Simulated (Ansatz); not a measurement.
**LaScO3: density, localisation and related maps**

The calculation's input:

```
crystal:
  lattice:
    - [5.834958454, 0.0, 0.0]
    - [0.0, 8.1438379833, 0.0]
    - [0.0, 0.0, 5.697900399]
  atoms:
    - { symbol: La, position: [0.9542961732, 0.25, 0.0118377442] }
    - { symbol: La, position: [0.5457038268, 0.75, 0.5118377442] }
    - { symbol: La, position: [0.4542961732, 0.25, 0.4881622558] }
    - { symbol: La, position: [0.0457038268, 0.75, 0.9881622558] }
    - { symbol: Sc, position: [0.5, 0.0, 0.0] }
    - { symbol: Sc, position: [0.0, 0.0, 0.5] }
    - { symbol: Sc, position: [0.0, 0.5, 0.5] }
    - { symbol: Sc, position: [0.5, 0.5, 0.0] }
    - { symbol: O, position: [0.5350151624, 0.25, 0.8988808926] }
    - { symbol: O, position: [0.9649848376, 0.75, 0.3988808926] }
    - { symbol: O, position: [0.0350151624, 0.25, 0.6011191074] }
    - { symbol: O, position: [0.4649848376, 0.75, 0.1011191074] }
    - { symbol: O, position: [0.2966662131, 0.9461557951, 0.7035303098] }
    - { symbol: O, position: [0.2033337869, 0.0538442049, 0.2035303098] }
    - { symbol: O, position: [0.7966662131, 0.5538442049, 0.7964696902] }
    - { symbol: O, position: [0.7033337869, 0.4461557951, 0.2964696902] }
    - { symbol: O, position: [0.7033337869, 0.0538442049, 0.2964696902] }
    - { symbol: O, position: [0.7966662131, 0.9461557951, 0.7964696902] }
    - { symbol: O, position: [0.2033337869, 0.4461557951, 0.2035303098] }
    - { symbol: O, position: [0.2966662131, 0.5538442049, 0.7035303098] }
kpoints:
  mp_grid: { grid: [4, 4, 4] }
hamiltonian:
  xc: r2scan
scf:
  occupations: { method: fermi_dirac, width: 0.02 }
relax:
  f_tol: 0.005
  cell: {}
output:
  write_density: true
  write_potential: true
  elf: true
  volumetric_format: npy
```

Below, planes, directions and counts refer to the conventional cell (a = 5.80 Å, b = 8.10 Å, c = 5.68 Å, α = 90.00°, β = 90.00°, γ = 90.00°).

The fields are those of the relaxed geometry.

Space group Pnma; a structure from a database of computed crystals, not necessarily the ambient phase; started from the database structure prototype, which need not be the ambient phase.

Method: Ansatz 0.2.0, DFT, r2SCAN, plane waves, PAW.

Core electrons are frozen (PAW), and the valence fields are smoothed inside the atomic spheres.

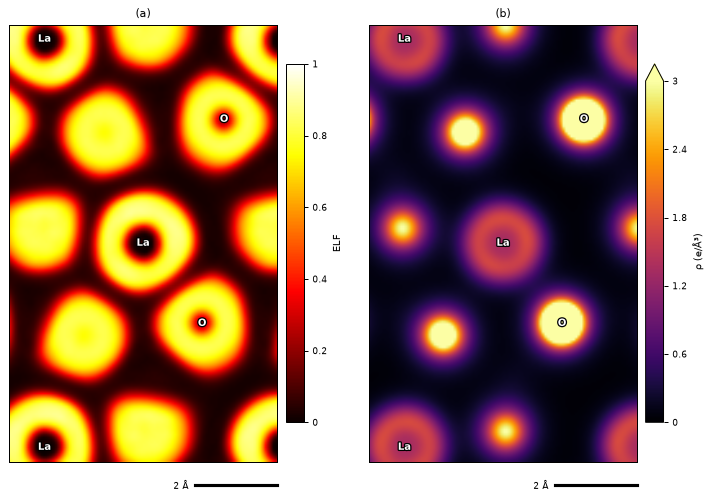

Figure 1. (a) electron localisation function; (b) valence charge density (pseudo) on the (011̄) plane of the conventional cell.

Interpret the plot.

Answer. The plane passes through La and O nuclei.
Atoms just off the plane (O, 0.4 Å away) can leave unmarked features too.
Between the atoms the lowest density in this plane is 0.04 e/Å³.
The features right at La lie inside the PAW spheres, where the map follows smoothed inner orbitals and isn't to be read closely.

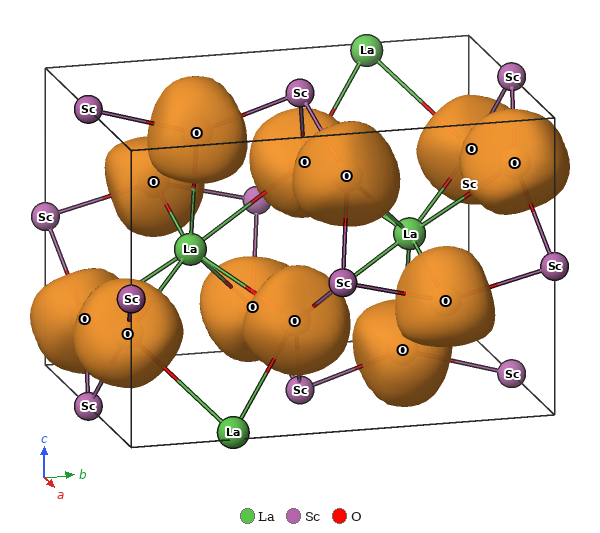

Figure 2. Isosurface of the electron localisation function at 0.6 (orange), seen slightly off an axis. Only the valence region is drawn (cores and ρ < 0.01 e/Å³ removed). Sticks mark near contacts.

Describe the localisation domains.

Answer. At this value the surface marks out twelve regions wrapped around O (the valence shell of each), counted in one cell of 20 atoms. Any copies at cell faces, edges or corners count once. Along the contacts the grid gives the following. Sc–O (2.10 Å): the ELF peaks at about 0.85 in the valence shell of O, 0.6 Å from its nucleus, and is about 0.15 at the midpoint: no shared electron pair shows on this line. La–O (2.39 Å): the ELF is about 0.25 at the midpoint (a largely ionic contact).

Does the calculation make it a metal, or give it a gap?

Answer. It is gapped, with a Kohn–Sham gap of 4.5 eV on the k-point mesh (the band edges may lie off the mesh, which would make the gap smaller).
